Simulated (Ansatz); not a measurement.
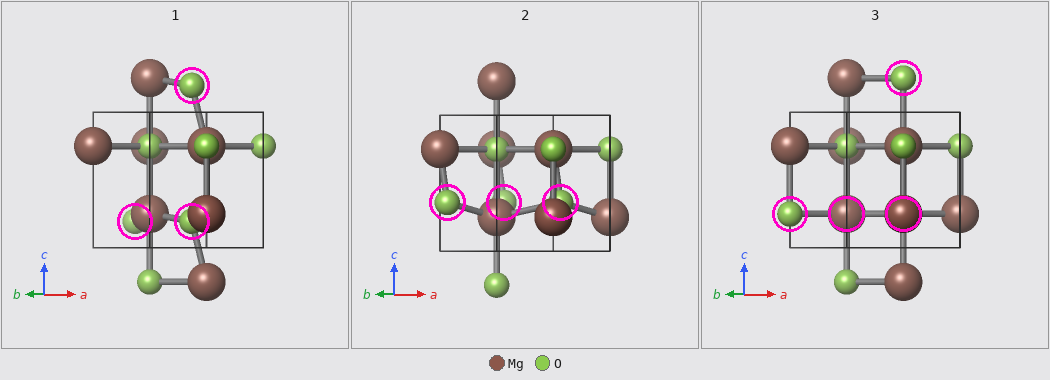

MgO (P6_3/mmc, No. 194; 4 atoms in the cell). Atom O3 is moved over a plane while all other atoms and the cell stay fixed (its periodic images move with it) (x along [1 0 0], y along [1 2 0], z along [0 0 1] of the conventional cell). Coordinates scanned: (1) shift of O3 along x; (2) shift of O3 along z. Grid: 5 × 5 points; 9 points were computed and 16 follow by symmetry. Energies are in eV per cell, from the lowest grid point. The reference cell is the one listed in the database, not relaxed at this level. The calculation used DFT PBE, scalar-relativistic, plane waves, PAW in Ansatz 0.2.0. Settings: cutoff 420 eV, k-mesh 6×6×6, gaussian smearing 0.05 eV, no spin polarisation.

The numbered pictures are structures from this grid. Rings mark the moved atoms.

> Which is the most stable, and how do the others follow?

3, at shift of O3 along x = 0.000 Å, shift of O3 along z = 0.000 Å: 0.00 eV; 1, at shift of O3 along x = −0.450 Å, shift of O3 along z = −0.225 Å: 1.53 eV; 2, at shift of O3 along x = 0.225 Å, shift of O3 along z = 0.450 Å: 1.78 eV.

The map, with the structures marked:

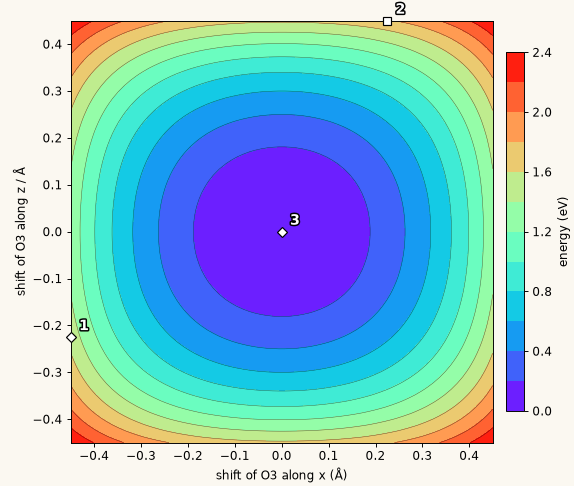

In the figure: filled contours. Between grid points the surface is interpolated.
